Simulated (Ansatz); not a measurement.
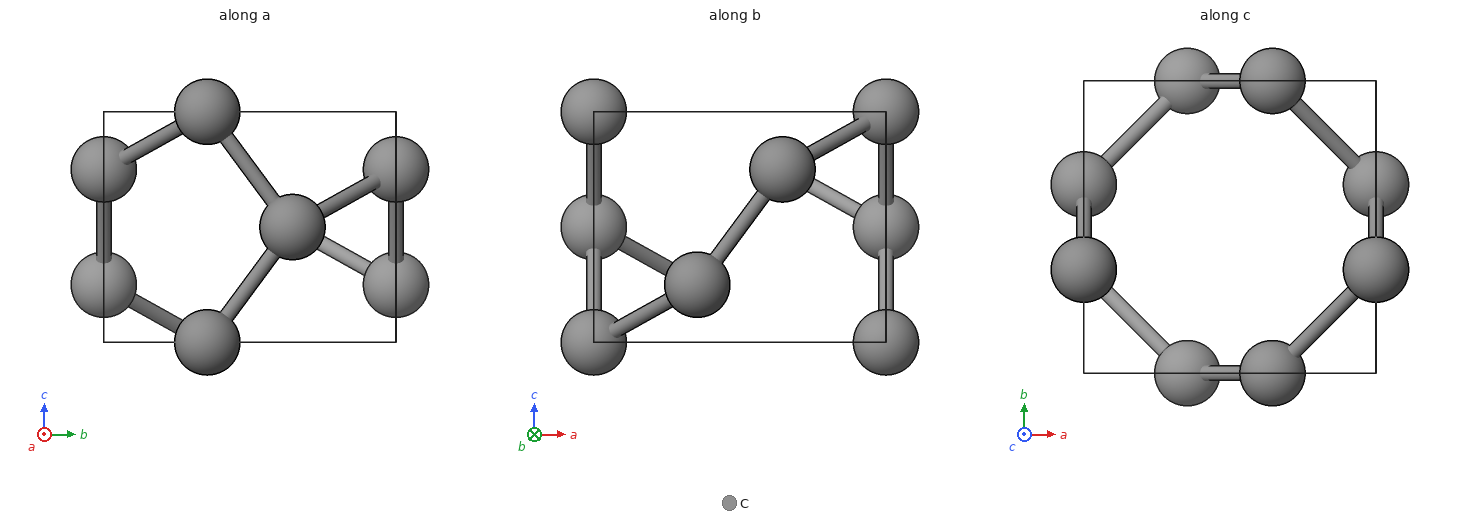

This ball-and-stick model is shown along the a axis, along the b axis and along the c axis. The conventional unit cell is outlined; an atom on or near a face, edge or corner is repeated at each equivalent position.

Lattice parameters: a = 3.106 Å, b = 3.106 Å, c = 2.452 Å, α = 90.00°, β = 90.00°, γ = 90.00°.

From the views, write a table of Wyckoff sites, with free fractional coordinates to two decimals.

Space group P4_322 (No. 95).
| atom | site | x | y | z |
| --- | --- | --- | --- | --- |
| C | 4a | 0.35 | 0.00 | 0.25 |

It derives from a structure type filled with this element by a generator (whether the element takes this form wasn't checked). Earlier steps of the study may have refined or changed the cell and positions. Ansatz was used for an electronic-structure calculation on it.
